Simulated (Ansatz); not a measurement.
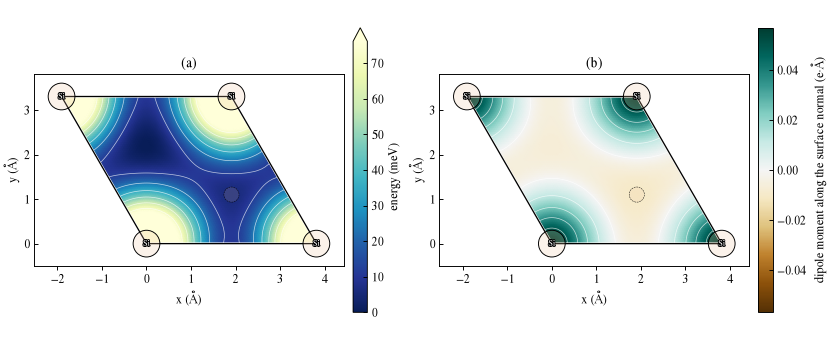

N₂ on a Si(001) slab cut from the P6_3/mmc phase, its upper half relaxed before the scan (8 atoms of substrate and one adsorbate in a 1 × 1 cell). N2 is moved over the surface cell at a fixed height above a rigid substrate; the origin of the map has the adsorbate above Si8; the height is held at 3.10 Å. Places are given modulo a cell vector. The map is drawn in real space over the plane of the surface. The scan uses a 6 × 6 grid; 10 points were computed and 26 follow by symmetry. Energies are in meV, from the lowest grid point. With one adsorbate in each 1 × 1 cell, its nearest image is 3.8 Å away, so neighbouring adsorbates interact. At a fixed height the lowest place need not be the adsorption site. The calculation used DFT PBE+D3(BJ), scalar-relativistic, plane waves, PAW in Ansatz 0.2.0. Settings: cutoff 420 eV, k-mesh 9×9×1, gaussian smearing 0.05 eV, no spin polarisation.

Panel (a) is the energy and panel (b) the computed dipole moment along the surface normal on the same grid.

Drawn: a smooth colour map with a few white contour lines, labelled circles for the atoms of the top layer and small ones for the second layer, the outline of one cell of the plane, one colour for all values above the top of the scale. Between grid points the surface is interpolated.

> How does the dipole moment along the surface normal vary over the map, and what is it at the lowest grid point?

It runs from −0.01 e·Å at a threefold hollow over a second-layer Si atom, (4/6, 2/6) of the cell vectors to 0.06 e·Å at the top site over a surface Si atom, (0/6, 0/6) of the cell vectors. At the lowest grid point, a threefold hollow, (2/6, 4/6) of the cell vectors, it is −0.01 e·Å.

```tsv
second ↓, first →	0/6	1/6	2/6	3/6	4/6	5/6
5/6	0.03	0.01	0.00	0.00	0.01	0.03
4/6	0.00	0.00	−0.01	0.00	0.00	0.01
3/6	−0.01	0.00	0.00	−0.01	−0.01	−0.01
2/6	0.00	0.01	0.00	−0.01	−0.01	−0.01
1/6	0.03	0.03	0.01	−0.01	−0.01	0.01
0/6	0.06	0.03	0.00	−0.01	0.00	0.03
```

PAW datasets: the set soft_1.
